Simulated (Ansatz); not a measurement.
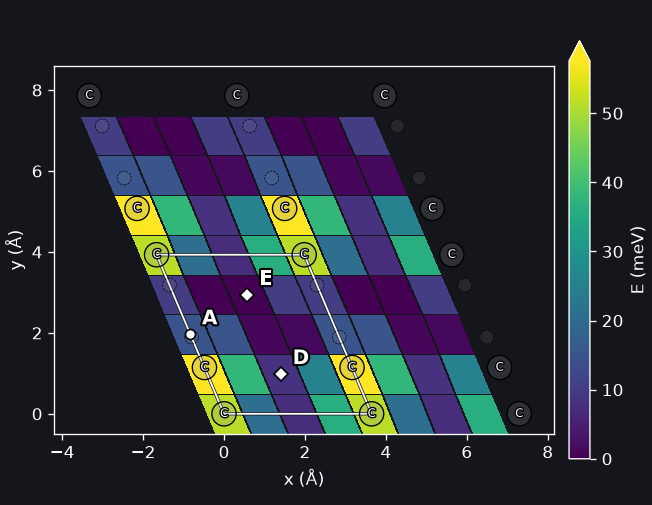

CO on a C(110) slab cut from the R-3m phase, its upper half relaxed before the scan (10 atoms of substrate and one adsorbate in a 1 × 1 cell). 
- CO (O end down) is moved over the surface cell at a fixed height above a rigid substrate; the origin of the map has the adsorbate above C9; the height is held at 3.00 Å.
- Places are given modulo a cell vector. The map is drawn in real space over the plane of the surface.
- The grid has 4 × 4 points.
- Energies: meV, counted from the lowest grid point.
- With one adsorbate in each 1 × 1 cell, its nearest image is 3.6 Å away, so neighbouring adsorbates interact. At a fixed height the lowest place need not be the adsorption site.
- All numbers below come from DFT PBE+D3(BJ), scalar-relativistic, plane waves, PAW (Ansatz 0.2.0). Settings: cutoff 420 eV, k-mesh 8×7×1, gaussian smearing 0.05 eV, no spin polarisation.

In the figure: one coloured cell a grid point, labelled circles for the atoms of the top layer and small ones for the second layer, the outline of one cell of the 2 × 2 shown, one colour for all values above the top of the scale, lettered points.

**Rank the lettered points by energy, lowest first.**

E (0.0 meV), D (8.1 meV), A (15.2 meV).

PAW datasets: the set soft_1.
